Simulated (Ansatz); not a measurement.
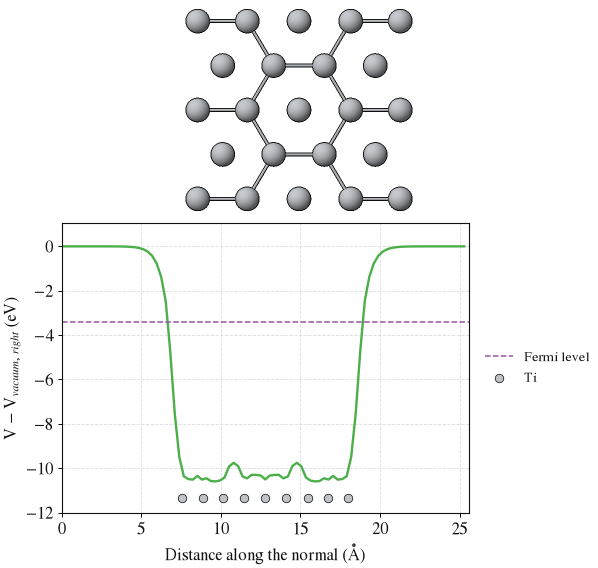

Plane-averaged electrostatic potential energy of an electron across the slab; circles at the bottom mark the heights of the atoms (positions after relaxation). The structure is drawn too. System: a (100) slab cut from Ti (P6/mmm), 9 atoms in the cell. Computed with Ansatz 0.2.0: DFT PBE, scalar-relativistic, plane waves, PAW, no spin polarisation, 12×8×1 k mesh, 420 eV cutoff, Gaussian smearing of 0.1 eV.

The work function is 3.41 eV, the same on both faces. The two vacuum levels agree, so the slab has no net dipole along its normal. The outermost atoms are 10.4 Å apart, which leaves 15.1 Å of vacuum in a cell 25.6 Å high.
